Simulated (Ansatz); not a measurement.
## Run report: W3S8, geometry relaxation (part 2 of 3)

W3S8 (slab, 11 atoms in the cell); DFT PBE+D3(BJ), scalar-relativistic, plane waves, PAW, spin-polarised (Ansatz 0.2.0); cutoff 420 eV, 6×6×1 k-mesh, Gaussian smearing of 0.05 eV, collinear spins. The structure derives from a Materials Project entry. It belongs to a series of runs on one base structure; here: W vacancy, atoms relaxed.

Geometry of the input (Å; fractional positions):
```
6.3187  0.0000  0.0000
-3.1593  5.4721  0.0000
0.0000  0.0000  20.1521
S  0.3333  0.1667  0.4218
S  0.3333  0.6667  0.4218
S  0.8333  0.1667  0.4218
S  0.8333  0.6667  0.4218
W  0.1667  0.8333  0.5000
W  0.6667  0.3333  0.5000
W  0.6667  0.8333  0.5000
S  0.3333  0.1667  0.5782
S  0.3333  0.6667  0.5782
S  0.8333  0.1667  0.5782
S  0.8333  0.6667  0.5782
```

Output, continued
```
SCF iter   1: F=—  HF=-38377.612021 eV  |F-HF|=—  |Δ(HF+E_count)|=         —  Δρ=4.61e-6 (↑3.89e-6 ↓4.61e-6)  dr2=5.76e-7  dr2_m=1.83e-8  M=1.360 μB ∫|m|=1.366 μB  β_m=1.00  ethr=6.40e-10  p=-0.000 e·Å  D=-6.26e-7 V/Å  ΔV_dip=0.00 eV  dr2_dipole=8.00e-12  V_vac-E_F(+/−)=5.43/5.43 eV  ⟨swp⟩=1.0  Hψ=1960  notcnv=0
efield: sawtooth ramp at fractional position 0.9800 (handed on by an earlier solve), width 0.0400; the density the first Hamiltonian is built on has a dipole p = -0.000 e·Å; the dipole correction subtracts the counter field D = -6.26e-7 V/Å, which shifts the + side's vacuum level by +0.00 eV against the − side's; the planar-averaged density in the ramp window peaks in size at 1.3e-6 e/Å³
preconditioner: auto → Resta (q_TF=auto, 1.940 Å⁻¹)  ε∞=3.1  [insulator: Δε(μ)=0.061 eV  Ē_g=7.885 eV  σ=0.050 eV  W_gap=0.58  n_scr=78 (ndim 8)  ℏωp=11.4 eV  f_vac=0.661  D(μ)=9.18/eV (n_scr^D=50)  ε∞_Penn≈3.1  vacuum switching on, ρ_ref=4.5e-3 e/Å³]
spin=Collinear: Resta preconditioning applied to the charge; magnetization (m = ρ↑ − ρ↓) channel mixes plain (no charge-response kernel on spin).
SCF iter   2: F=—  HF=-38377.612021 eV  |F-HF|=—  |Δ(HF+E_count)|=   3.94e-9  Δρ=3.02e-6 (↑2.85e-6 ↓3.02e-6)  dr2=3.04e-7  dr2_m=1.65e-9  M=1.360 μB ∫|m|=1.367 μB  β_m=1.00  ethr=6.40e-10  p=-0.000 e·Å  D=-8.30e-7 V/Å  ΔV_dip=0.00 eV  dr2_dipole=5.61e-13  V_vac-E_F(+/−)=5.43/5.43 eV  ⟨swp⟩=1.0  Hψ=798  notcnv=0  κ⁻¹=1.0e0(r=1)
density mixer auto → broyden: gapped, with many states about μ (density of states about μ 0.97 of a free-electron gas's, 78 screened modes)
SCF iter   3: F=—  HF=-38377.612021 eV  |F-HF|=—  |Δ(HF+E_count)|=   1.70e-8  Δρ=2.13e-6 (↑1.83e-6 ↓2.13e-6)  dr2=1.11e-7  dr2_m=1.13e-8  M=1.360 μB ∫|m|=1.366 μB  β_m=1.00  ethr=3.38e-10  p=-0.000 e·Å  D=-7.17e-7 V/Å  ΔV_dip=0.00 eV  dr2_dipole=1.50e-11  V_vac-E_F(+/−)=5.43/5.43 eV  ⟨swp⟩=2.2  Hψ=1028  notcnv=0  κ⁻¹=9.9e-2(r=2)
iter 4 did not close the SCF: its close was put off for a magnetic moment that had not settled (scf_convergence_deferred on its scf_iter line)
SCF iter   4: F=-38377.612021 eV  HF=-38377.612021 eV  |F-HF|=7.82e-9  |Δ(HF+E_count)|=   4.62e-8  Δρ=1.22e-6 (↑8.71e-7 ↓1.22e-6)  dr2=3.21e-8  dr2_m=3.62e-9  M=1.359 μB ∫|m|=1.366 μB  β_m=1.00  ethr=1.11e-10  p=-0.000 e·Å  D=-5.95e-7 V/Å  ΔV_dip=0.00 eV  dr2_dipole=5.26e-12  V_vac-E_F(+/−)=5.43/5.43 eV  ⟨swp⟩=4.0  Hψ=2413  notcnv=0  κ⁻¹=8.4e-3(r=3)
iter 5 did not close the SCF: its close was put off for a magnetic moment that had not settled (scf_convergence_deferred on its scf_iter line)
SCF iter   5: F=-38377.612021 eV  HF=-38377.612021 eV  |F-HF|=6.11e-10  |Δ(HF+E_count)|=  8.88e-10  Δρ=7.70e-7 (↑7.70e-7 ↓6.33e-7)  dr2=1.31e-8  dr2_m=1.29e-9  M=1.359 μB ∫|m|=1.365 μB  β_m=1.00  ethr=3.57e-11  p=-0.000 e·Å  D=-6.91e-7 V/Å  ΔV_dip=0.00 eV  dr2_dipole=8.16e-13  V_vac-E_F(+/−)=5.43/5.43 eV  ⟨swp⟩=2.0  Hψ=2543  notcnv=0  κ⁻¹=5.3e-3(r=4)
iter 6 did not close the SCF: its close was put off for a magnetic moment that had not settled (scf_convergence_deferred on its scf_iter line)
SCF iter   6: F=-38377.612021 eV  HF=-38377.612021 eV  |F-HF|=4.78e-9  |Δ(HF+E_count)|=   2.71e-9  Δρ=8.29e-7 (↑6.16e-7 ↓8.29e-7)  dr2=1.01e-8  dr2_m=2.45e-9  M=1.359 μB ∫|m|=1.365 μB  β_m=1.00  ethr=1.45e-11  p=-0.000 e·Å  D=-5.07e-7 V/Å  ΔV_dip=0.00 eV  dr2_dipole=5.47e-11  V_vac-E_F(+/−)=5.43/5.43 eV  ⟨swp⟩=1.9  Hψ=2132  notcnv=0  κ⁻¹=6.5e-4(r=5)
iter 7 did not close the SCF: its close was put off for a magnetic moment that had not settled (scf_convergence_deferred on its scf_iter line)
SCF iter   7: F=-38377.612021 eV  HF=-38377.612021 eV  |F-HF|=3.08e-9  |Δ(HF+E_count)|=   4.37e-9  Δρ=4.63e-7 (↑3.26e-7 ↓4.63e-7)  dr2=4.60e-9  dr2_m=5.65e-10  M=1.359 μB ∫|m|=1.366 μB  β_m=1.00  ethr=1.13e-11  p=-0.000 e·Å  D=-7.75e-7 V/Å  ΔV_dip=0.00 eV  dr2_dipole=2.05e-12  V_vac-E_F(+/−)=5.43/5.43 eV  ⟨swp⟩=1.5  Hψ=2133  notcnv=0  κ⁻¹=4.4e-4(r=6)
SCF iter   8: F=-38377.612021 eV  HF=-38377.612021 eV  |F-HF|=7.28e-11  |Δ(HF+E_count)|=  4.51e-10  Δρ=1.43e-7 (↑1.26e-7 ↓1.43e-7)  dr2=3.66e-10  dr2_m=5.86e-11  M=1.359 μB ∫|m|=1.366 μB  ethr=5.11e-12  p=-0.000 e·Å  D=-6.74e-7 V/Å  ΔV_dip=0.00 eV  dr2_dipole=2.49e-13  V_vac-E_F(+/−)=5.43/5.43 eV  ⟨swp⟩=1.3  Hψ=2078  notcnv=0
SCF 4 converged in 8 iterations: F = -38377.612021 eV  dr2 = 3.66e-10
relax step   4: F+E_penalty+E_count = -38377.61202063 eV  Δ(F+E_penalty+E_count) = -9.551e-8 eV  max|allowed force component| = 3.385e-2 eV/Å  Δτ_max = 0.0000 Å  (8 SCF iters, accepted)
```

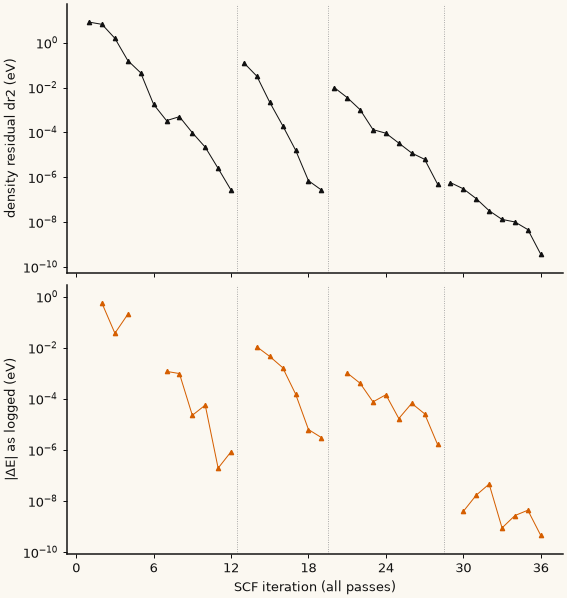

Convergence of the self-consistent field: density residual dr2 and size of the energy change against the SCF iteration. The dotted lines part the SCF passes of the relaxation: geometry steps, rejected trials and re-solves on a re-selected basis. The passes take 12, 7, 9 and 8 iterations.

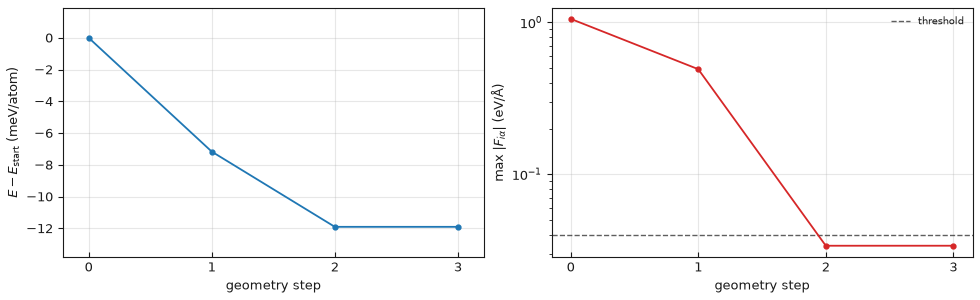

Progress of the relaxation, step by step (the first geometry is step 0 here and step 1 in the log).

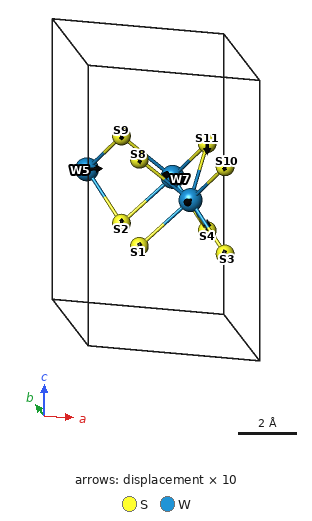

The starting structure with the displacements as black arrows, magnified 10 times (ball-and-stick view of the cell of the calculation, with the vacuum cut short, seen slightly off an axis). The energy falls by 11.9 meV per atom in 3 geometry steps. Largest force component: 1.1 eV/Å at the start, 0.034 eV/Å at the end. The largest moves, 0.058 Å, are those of W5, W6 and W7. Largest moves by element: W 0.058 Å, S 0.043 Å. The cell doesn't change. Among the contacts that change: S1–W5 2.411 → 2.376 Å, S4–W5 2.411 → 2.427 Å. Among the angles that change: S4–W5–S11 81.7° → 78.3°, W5–S11–W6 81.9° → 84.4°, S1–W5–S9 135.5° → 137.7°. (Atoms are counted from 1 in the order of the input.)

```
SCF converged after 8 iterations
Stability not checked: this state was not tested for a lower state beside it, because the mixer in use, unlike msr1, does not test its closes by its own steps (another_mixer; see scf.mixing.algorithm and scf.lower_state_search)
Magnetization: 1.3591 μB (45.6796 up, 44.3204 down)
Absolute magnetization: 1.3637 μB (∫|ρ↑−ρ↓|, with the PAW one-centre terms)
Spin contamination: 0.0038 ħ² per cell (⟨S²⟩ above its minimum at these occupations)
Per-site moments (μB) at R_I (Å): [(0.12553030091736728, 0.9801479947011277), (0.12553030091736736, 0.9801479947011271), (0.12553030091736722, 0.9801479947011277), (0.011253468847509563, 1.0013093256233188), (0.04370085810382773, 0.9801479947011271), (0.04370085810382769, 0.9801479947011277), (0.04370085810382774, 0.9801479947011277), (0.12554909136098089, 0.980149396754636), (0.1255490913609809, 0.9801493967546354), (0.1255490913609808, 0.9801493967546359), (0.01125145013615883, 1.0013102296204144)]
Free energy (F): -38377.612021 eV
Harris-Foulkes:  -38377.612021 eV  (|F-HF|=7.28e-11)
Internal energy: -38377.600533 eV  (E = F + TS)
E sigma→0 (E₀):  -38377.606277 eV
Entropy (-TS):   -0.011488 eV (-1.044 meV/atom)
Fermi energy:    -0.903128 eV
Dipole field:    D = -0.000001 V/Å  (p = -0.000004 e·Å, saw-weighted, corrected)
Work function:   Φ+ = 5.4295 eV   Φ− = 5.4295 eV
Levels:          The Fermi level and band energies are counted from a zero that moves with the ramp; work functions are not
--- Per-component energies (eV) ---
  E_band       = -1608.595548
  E_kinetic    = 2202.924630
  E_local      = -48151.015498  (includes V_loc(G=0)·N_el)
  E_nonlocal   = 230.009553
  E_hartree    = 22967.782587
  E_xc         = -1574.745399
  E_vxc        = -1411.734494  (∫ρ·V_xc dr)
  E_paw        = -30489.294980  (= ΣΔE_a)
  E_vpaw       = -414.342234  (= ΣTr[D̂ρ^β])
  E_aug_tail   = -0.000182  (compensation charges beyond the density's cutoff)
  E_efield     = 0.000000  (sawtooth field / dipole correction)
  E_vefield    = -0.000000  (∫n·V_field dr)
  E_ewald      = 16439.735682
  E_disp       = -2.996926  (pairwise vdW)
  E_smearing   = -0.011488  (= −TS)
  E_closure    = -0.000000  (closes the sum)
  Σ components = -38377.612021   (vs F -38377.612021, Δ=0.00e0)
--- Forces (eV/Å), atoms counted from 1 ---
  atom   1  S      0.02368929    -0.01367702     0.03383570
  atom   2  S     -0.00000000     0.02735403     0.03383570
  atom   3  S     -0.02368929    -0.01367702     0.03383570
  atom   4  S     -0.00000000    -0.00000000    -0.03351456
  atom   5  W      0.02123352     0.01225918     0.00003493
  atom   6  W      0.00000000    -0.02451836     0.00003493
  atom   7  W     -0.02123352     0.01225918     0.00003493
  atom   8  S      0.02367785    -0.01367041    -0.03385114
  atom   9  S     -0.00000000     0.02734083    -0.03385114
  atom  10  S     -0.02367785    -0.01367041    -0.03385114
  atom  11  S     -0.00000000    -0.00000000     0.03345498
  max |Σ_I F_I| component: 1.10e-6 eV/Å
--- Band table (eV; the first three rows and the last of 14) ---
  k-point 0 ↑: bands = ["-75.5986", "-75.5833", "-75.5833", "-40.0581", "-39.9888", "-39.9888", "-39.8481", "-39.8265", "-39.7962", "-39.7962", "-39.7275", "-39.7275", "-15.8345", "-14.3336", "-13.8715", "-13.6911", "-13.4976", "-13.4976", "-13.1619", "-13.1619", "-7.5979", "-7.5979", "-7.4447", "-6.7173", "-6.2829", "-6.2829", "-6.1622", "-5.3579", "-5.3579", "-5.2183", "-4.7606", "-4.0299", "-4.0299", "-3.4668", "-3.4668", "-3.3548", "-3.3548", "-3.3542", "-3.0732", "-2.1246", "-2.0783", "-2.0783", "-2.0349", "-1.4860", "-1.4860", "-0.6956", "-0.6956", "-0.0615", "1.2861", "1.8077", "1.8077", "1.9494", "1.9494", "2.0113", "2.0113", "2.5478", "3.3892"]
  k-point 1 ↑: bands = ["-75.5979", "-75.5841", "-75.5833", "-40.0428", "-39.9857", "-39.9791", "-39.8453", "-39.8330", "-39.7990", "-39.7962", "-39.7470", "-39.7310", "-15.7327", "-14.2927", "-13.9799", "-13.6989", "-13.5731", "-13.5139", "-13.2218", "-13.1561", "-7.4522", "-7.4311", "-7.2384", "-6.5854", "-6.3307", "-6.3212", "-5.8681", "-5.3745", "-5.3159", "-5.2110", "-4.7504", "-4.2474", "-3.9721", "-3.7185", "-3.5472", "-3.5089", "-3.3774", "-3.2217", "-2.8544", "-2.7406", "-2.6869", "-2.1315", "-2.1060", "-1.2049", "-1.1289", "-1.0398", "-0.7940", "-0.1588", "1.1958", "1.5485", "1.6850", "1.8371", "1.8716", "1.9289", "2.1866", "2.6084", "3.1312"]
  k-point 2 ↑: bands = ["-75.5961", "-75.5859", "-75.5833", "-40.0155", "-39.9649", "-39.9550", "-39.8514", "-39.8385", "-39.8059", "-39.7969", "-39.7962", "-39.7373", "-15.4551", "-14.3360", "-14.1889", "-13.7336", "-13.6474", "-13.5459", "-13.3424", "-13.1444", "-7.1051", "-7.0296", "-6.7457", "-6.3934", "-6.2700", "-6.2692", "-5.4918", "-5.3403", "-5.2093", "-5.1852", "-4.7073", "-4.5967", "-4.2653", "-3.9771", "-3.8839", "-3.7474", "-3.6346", "-3.3047", "-3.1934", "-3.0483", "-2.6159", "-2.3037", "-2.2734", "-1.7669", "-0.9844", "-0.9669", "-0.7491", "-0.4168", "0.9994", "1.1885", "1.4740", "1.6217", "1.7536", "1.8982", "2.3542", "2.3623", "2.7473"]
  k-point 6 ↓: bands = ["-75.5664", "-75.5600", "-75.5555", "-39.9251", "-39.9178", "-39.9117", "-39.8065", "-39.7981", "-39.7972", "-39.7813", "-39.7633", "-39.7270", "-15.0208", "-14.4866", "-14.0616", "-13.9469", "-13.5309", "-13.3995", "-13.1548", "-12.9178", "-6.7142", "-6.5668", "-6.5473", "-5.8921", "-5.8758", "-5.7971", "-5.4165", "-5.3737", "-5.2416", "-4.9641", "-4.8884", "-4.6775", "-4.6446", "-4.5083", "-4.1331", "-3.9046", "-3.2843", "-3.2598", "-3.0420", "-2.7831", "-2.5632", "-2.2123", "-2.1645", "-1.8483", "-1.0586", "-0.7888", "-0.4899", "-0.1409", "0.6310", "0.9202", "1.3150", "1.4149", "1.7799", "1.9551", "2.0333", "2.3831", "3.2469"]
--- Relaxed structure (4 steps of the walk, 4 accepted, 0 SCFs on fresh bases) ---
  F+E_penalty+E_count = -38377.61202063 eV   max|allowed force component| = 3.385e-2 eV/Å
  atoms:
    - { symbol: S, position: [0.3337714579905642, 0.1662285420094357, 0.4226451033381295] }
    - { symbol: S, position: [0.33377145799056424, 0.6675429159811284, 0.4226451033381295] }
    - { symbol: S, position: [0.8324570840188716, 0.1662285420094357, 0.4226451033381295] }
    - { symbol: S, position: [0.8333333333333335, 0.6666666666666665, 0.42391762718696563] }
    - { symbol: W, position: [0.17724356549700912, 0.8386217827485042, 0.4999995920880075] }
    - { symbol: W, position: [0.6613782172514955, 0.32275643450299085, 0.4999995920880075] }
    - { symbol: W, position: [0.6613782172514955, 0.8386217827485044, 0.4999995920880075] }
    - { symbol: S, position: [0.333772310076242, 0.16622768992375797, 0.5773546158244262] }
    - { symbol: S, position: [0.33377231007624203, 0.667544620152484, 0.5773546158244262] }
    - { symbol: S, position: [0.832455379847516, 0.16622768992375797, 0.5773546158244262] }
    - { symbol: S, position: [0.8333333333333335, 0.6666666666666665, 0.5760817291613445] }
--- Löwdin populations: 11 sites ---
  site symbol       q [e]    m [muB]
     0      S      6.1329     0.1854
     1      S      6.1329     0.1854
     2      S      6.1329     0.1854
     3      S      6.1100     0.0107
     4      W     13.4005     0.0685
     5      W     13.4005     0.0685
     6      W     13.4005     0.0685
     7      S      6.1329     0.1854
     8      S      6.1329     0.1854
     9      S      6.1329     0.1854
    10      S      6.1100     0.0107
  spilling = 0.008677 (of n_electrons = 90.000000)
```

File populations.tsv
```
# site	symbol	l	j	q_up	q_dn
# orbitals = lowdin
# n_electrons = 90.000000
# spilling = 0.008677
0	S	0_3S	-	0.918250	0.915365
0	S	1_3P	-	2.240933	2.058398
1	S	0_3S	-	0.918250	0.915365
1	S	1_3P	-	2.240933	2.058398
2	S	0_3S	-	0.918250	0.915365
2	S	1_3P	-	2.240933	2.058398
3	S	0_3S	-	0.892646	0.892737
3	S	1_3P	-	2.167736	2.156907
4	W	0_5S	-	0.988607	0.988564
4	W	0_6S	-	0.307510	0.306790
4	W	1_5P	-	2.997256	2.996977
4	W	2_5D	-	2.441096	2.373656
5	W	0_5S	-	0.988607	0.988564
5	W	0_6S	-	0.307510	0.306790
5	W	1_5P	-	2.997256	2.996977
5	W	2_5D	-	2.441096	2.373656
6	W	0_5S	-	0.988607	0.988564
6	W	0_6S	-	0.307510	0.306790
6	W	1_5P	-	2.997256	2.996977
6	W	2_5D	-	2.441096	2.373656
7	S	0_3S	-	0.918251	0.915365
7	S	1_3P	-	2.240947	2.058384
8	S	0_3S	-	0.918251	0.915365
8	S	1_3P	-	2.240947	2.058384
9	S	0_3S	-	0.918251	0.915365
9	S	1_3P	-	2.240947	2.058384
10	S	0_3S	-	0.892647	0.892738
10	S	1_3P	-	2.167734	2.156908
```

Trajectory as extended XYZ (Å, eV, eV/Å), 4 frames, from step=1 to step=4
```
11
Lattice="6.3187 0.0000 0.0000 -3.1593 5.4721 0.0000 0.0000 0.0000 20.1521" Properties=species:S:1:pos:R:3:forces:R:3 step=1 energy=-38377.48107
S     1.5797    0.9120    8.5000    0.1162  -0.0671   0.5109
S     0.0000    3.6481    8.5000    0.0000   0.1342   0.5109
S     4.7390    0.9120    8.5000   -0.1162  -0.0671   0.5109
S     3.1593    3.6481    8.5000    0.0000   0.0000   0.1423
W    -1.5797    4.5601   10.0760    0.9144   0.5280   0.0003
W     3.1593    1.8240   10.0760    0.0000  -1.0559   0.0003
W     1.5797    4.5601   10.0760   -0.9144   0.5280   0.0003
S     1.5797    0.9120   11.6521    0.1164  -0.0672  -0.5112
S     0.0000    3.6481   11.6521    0.0000   0.1344  -0.5112
S     4.7390    0.9120   11.6521   -0.1164  -0.0672  -0.5112
S     3.1593    3.6481   11.6521    0.0000   0.0000  -0.1427
11
Lattice="6.3187 0.0000 0.0000 -3.1593 5.4721 0.0000 0.0000 0.0000 20.1521" Properties=species:S:1:pos:R:3:forces:R:3 step=2 energy=-38377.55992
S     1.5596    0.9236    8.5350    0.1445  -0.0834  -0.2236
S     0.0000    3.6249    8.5350    0.0000   0.1669  -0.2236
S     4.7591    0.9236    8.5350   -0.1445  -0.0834  -0.2236
S     3.1593    3.6481    8.5792    0.0000   0.0000  -0.4923
W    -1.5140    4.5980   10.0761   -0.2243  -0.1295   0.0000
W     3.1593    1.7482   10.0761    0.0000   0.2590   0.0000
W     1.5140    4.5980   10.0761    0.2243  -0.1295   0.0000
S     1.5596    0.9236   11.6171    0.1445  -0.0834   0.2237
S     0.0000    3.6249   11.6171    0.0000   0.1668   0.2237
S     4.7591    0.9236   11.6171   -0.1445  -0.0834   0.2237
S     3.1593    3.6481   11.5729    0.0000   0.0000   0.4922
11
Lattice="6.3187 0.0000 0.0000 -3.1593 5.4721 0.0000 0.0000 0.0000 20.1521" Properties=species:S:1:pos:R:3:forces:R:3 step=3 energy=-38377.61202
S     1.5838    0.9096    8.5172    0.0237  -0.0137   0.0338
S     0.0000    3.6529    8.5172    0.0000   0.0273   0.0338
S     4.7348    0.9096    8.5172   -0.0237  -0.0137   0.0338
S     3.1593    3.6481    8.5428    0.0000   0.0000  -0.0334
W    -1.5295    4.5890   10.0761    0.0214   0.0124   0.0000
W     3.1593    1.7662   10.0761    0.0000  -0.0247   0.0000
W     1.5295    4.5890   10.0761   -0.0214   0.0124   0.0000
S     1.5838    0.9096   11.6349    0.0236  -0.0137  -0.0338
S     0.0000    3.6529   11.6349    0.0000   0.0273  -0.0338
S     4.7348    0.9096   11.6349   -0.0236  -0.0137  -0.0338
S     3.1593    3.6481   11.6093    0.0000   0.0000   0.0333
```
